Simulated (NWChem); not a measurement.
# doublet [C2H4O2]+ at 4 levels

Aim: a comparison of 4 runs (UCAM-B3LYP/6-311+G**, UM06-2X/6-311+G**, U-wB97X/6-311+G**, UB2PLYP/6-311+G**) of doublet [C2H4O2]+. 

The results are computed with NWChem 7.3.0.

## 1. The structure to begin with

[C2H4O2]+ has 8 atoms, charge +1, and is taken as a doublet. SMILES of the parent species: `CC(=O)O`. Geometry: relaxed at PBE0-D4/def2-TZVP. That shape belongs to the parent species and isn't relaxed for this state.

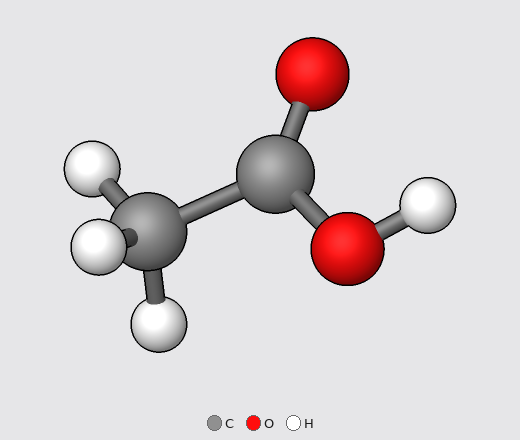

The structure, seen from a chosen angle (carbon grey, oxygen red, hydrogen white).

## 2. The energy at UCAM-B3LYP/6-311+G(d,p) (run 1)

Input file c2h4o2.nw:

```
start c2h4o2
memory stack 880 mb heap 220 mb global 1100 mb
charge 1
geometry units bohr noautosym nocenter noautoz
  C  -0.02740103  1.75763427 -0.45126660
  C   0.55274489 -0.89648607  0.32578878
  O   2.59516089 -1.70245427  0.89270662
  O  -1.53521350 -2.35063033  0.32465495
  H  -0.85680182  1.76594906 -2.34004786
  H  -1.42069610  2.57191726  0.83355819
  H   1.69508433  2.87502933 -0.42896783
  H  -1.00287765 -4.02114822  0.84319580
end
basis "ao basis" spherical bse
  C library 6-311+G**
  O library 6-311+G**
  H library 6-311+G**
end
dft
  xc xcamb88 1.00 lyp 0.81 vwn_5 0.19 hfexch 1.00
  cam 0.33 cam_alpha 0.19 cam_beta 0.46
  mult 2
  grid fine
  convergence energy 1e-08
  direct
  iterations 100
  mulliken
  print low
end
task dft
```

Launch:

```console
$ nwchem c2h4o2.nw > c2h4o2.out
```

Output:

```text
[...]
 d= 0,ls=0.0,diis     1   -228.4973973512 -3.50D+02  5.39D-03  3.76D-01     8.1
[...]
 d= 0,ls=0.0,diis    15   -228.6689723934 -1.06D-09  1.07D-07  8.14D-11   123.1
[...]
         Total DFT energy =     -228.668972393355
      One electron energy =     -543.559898934624
           Coulomb energy =      222.289981579708
    Exchange-Corr. energy =      -29.094311650420
 Nuclear repulsion energy =      121.695256611981
[...]
      Total Density - Mulliken Population Analysis
     ---------------------------------------------
    Atom       Charge   Shell Charges
 -----------   ------   -------------------------------------------------------
    1 C    6     6.39   1.10  0.88  0.66  0.75  1.56  0.50  0.83  0.10 -0.03  0.04
    2 C    6     5.81   1.10  0.88  0.61  0.82  1.39  0.33  0.42  0.01  0.05  0.19
    3 O    8     7.81   1.08  0.91  0.94  1.07  1.92  0.85  1.09 -0.02 -0.05  0.02
    4 O    8     8.05   1.08  0.91  0.97  1.03  2.03  0.79  1.30 -0.05 -0.02  0.02
    5 H    1     0.74   0.26  0.43  0.02  0.02
    6 H    1     0.74   0.26  0.43  0.02  0.02
    7 H    1     0.77   0.27  0.45  0.03  0.02
    8 H    1     0.69   0.26  0.34  0.02  0.07
[...]
      <S2> =      0.7559 (Exact =     0.7500)
[...]
```

It took 2.1 min on 1 thread of Intel Xeon Platinum 8559C (Emerald Rapids), shared host; peak memory 0.12 GiB.

## 3. The energy at UM06-2X/6-311+G(d,p) (run 2)

Input file mol.nw:

```
start mol
memory total 2200 mb
charge 1

geometry units angstroms noautosym nocenter noautoz
   C     -0.014500     0.930100    -0.238800
   C      0.292500    -0.474400     0.172400
   O      1.373300    -0.900900     0.472400
   O     -0.812400    -1.243900     0.171800
   H     -0.453400     0.934500    -1.238300
   H     -0.751800     1.361000     0.441100
   H      0.897000     1.521400    -0.227000
   H     -0.530700    -2.127900     0.446200
end

basis "ao basis" spherical bse
   C library 6-311+G**
   O library 6-311+G**
   H library 6-311+G**
end

dft
   xc m06-2x
   mult 2
   grid fine
   convergence energy 1e-08
   iterations 100
   mulliken
   print low
end

task dft energy
```

Launch:

```console
$ nwchem mol.nw > mol.out
```

Output:

```text
[...]
 d= 0,ls=0.0,diis     1   -228.4909208338 -3.50D+02  5.22D-03  3.45D-01     3.7
[...]
 d= 0,ls=0.0,diis    14   -228.6601128897 -7.86D-09  4.22D-07  4.91D-10    47.8
[...]
         Total DFT energy =     -228.660112889697
      One electron energy =     -543.406026485648
           Coulomb energy =      222.130843915101
    Exchange-Corr. energy =      -29.080195756131
 Nuclear repulsion energy =      121.695265436982
[...]
      Total Density - Mulliken Population Analysis
     ---------------------------------------------
    Atom       Charge   Shell Charges
 -----------   ------   -------------------------------------------------------
    1 C    6     6.46   1.11  0.89  0.64  0.74  1.58  0.57  0.85  0.10 -0.04  0.04
    2 C    6     5.81   1.11  0.89  0.59  0.82  1.40  0.33  0.40  0.02  0.06  0.19
    3 O    8     7.80   1.09  0.91  0.93  1.07  1.93  0.86  1.11 -0.04 -0.06  0.02
    4 O    8     8.06   1.09  0.91  0.95  1.02  2.05  0.81  1.34 -0.08 -0.04  0.02
    5 H    1     0.72   0.26  0.43  0.01  0.02
    6 H    1     0.72   0.26  0.43  0.01  0.02
    7 H    1     0.75   0.27  0.44  0.02  0.02
    8 H    1     0.68   0.25  0.33  0.03  0.06
[...]
      <S2> =      0.7569 (Exact =     0.7500)
[...]
```

Run time: 49 s. Hardware: 1 thread of Intel Xeon Platinum 8559C (Emerald Rapids), shared host; peak memory 0.12 GiB.

Run 3 isn't shown in full; the table further down has it.

## 4. The energy at UB2PLYP/6-311+G(d,p) (run 4)

Input file struct.xyz:

```xyz
8

C     -0.014500     0.930100    -0.238800
C      0.292500    -0.474400     0.172400
O      1.373300    -0.900900     0.472400
O     -0.812400    -1.243900     0.171800
H     -0.453400     0.934500    -1.238300
H     -0.751800     1.361000     0.441100
H      0.897000     1.521400    -0.227000
H     -0.530700    -2.127900     0.446200
```

Input file struct.nw:

```
start struct
memory stack 880 mb heap 220 mb global 1100 mb
charge 1
geometry noautosym nocenter noautoz
load format xyz struct.xyz
end
basis spherical bse
C library 6-311+G**
O library 6-311+G**
H library 6-311+G**
end
dft
xc hfexch 0.53 becke88 0.47 lyp 0.73 mp2 0.27
dftmp2 semidirect
mult 2
grid fine
convergence energy 1e-08
iterations 100
mulliken
end
mp2
freeze core 4
end
task dft energy
```

Launch:

```console
$ nwchem struct.nw > struct.out
```

Output:

```text
[...]
          Wavefunction type:  spin polarized.
          No. of atoms     :     8
          No. of electrons :    31
[...]
          Charge           :     1
          Spin multiplicity:     2
[...]
          AO basis - number of functions:   112
[...]
              XC Information
              --------------
                     Hartree-Fock (Exact) Exchange  0.530
                    Becke 1988 Exchange Functional  0.470
              Lee-Yang-Parr Correlation Functional  0.730
[...]
 d= 0,ls=0.0,diis     1   -228.1734184307 -3.50D+02  4.87D-03  3.39D-01     3.2
[...]
 d= 0,ls=0.0,diis    14   -228.3493357582 -7.27D-09  4.56D-07  7.85D-10    38.9
[...]
         Total DFT energy =     -228.349335758154
      One electron energy =     -543.403657420043
           Coulomb energy =      222.155489395080
    Exchange-Corr. energy =      -28.796433170173
 Nuclear repulsion energy =      121.695265436982
[...]
      Total Density - Mulliken Population Analysis
     ---------------------------------------------
    Atom       Charge   Shell Charges
 -----------   ------   -------------------------------------------------------
    1 C    6     6.39   1.10  0.89  0.64  0.74  1.58  0.50  0.82  0.11 -0.03  0.04
    2 C    6     5.77   1.10  0.89  0.59  0.82  1.40  0.34  0.37  0.01  0.06  0.20
    3 O    8     7.81   1.08  0.91  0.93  1.07  1.95  0.86  1.09 -0.04 -0.06  0.02
    4 O    8     8.08   1.08  0.91  0.94  1.02  2.06  0.81  1.33 -0.07 -0.03  0.02
    5 H    1     0.75   0.26  0.45  0.01  0.03
    6 H    1     0.75   0.26  0.45  0.01  0.03
    7 H    1     0.78   0.27  0.47  0.02  0.03
    8 H    1     0.69   0.26  0.35  0.02  0.07
[...]
      <S2> =      0.7593 (Exact =     0.7500)
[...]
  Basis functions       =    112
[...]
```

Wall time 46 s (1 thread of Intel Xeon Platinum 8559C (Emerald Rapids), shared host); peak memory 0.38 GiB.

## 5. All runs side by side

```csv
run,level,frozen core orbitals,energy (Eh),⟨S²⟩,wall time
1,UCAM-B3LYP/6-311+G**,–,-228.668972,0.756,2.1 min
2,UM06-2X/6-311+G**,–,-228.660113,0.757,49 s
3,U-wB97X/6-311+G**,–,-228.702032,0.756,2.3 min
4,UB2PLYP/6-311+G**,4,-228.560951,0.759,46 s
```

## 6. What came out

| quantity | value |
| --- | --- |
| run 4: total energy | -228.56095 Eh |
| run 4: HOMO energy (SCF part's orbitals) (highest over α and β) | -19.06 eV |
| run 4: LUMO energy (SCF part's orbitals) (lowest over α and β) | -11.05 eV |
| run 4: ⟨S²⟩ | 0.759 |

What this shows: Totals of different functionals can't be ranked against each other. All runs together took 6 min, the longest 2.3 min.
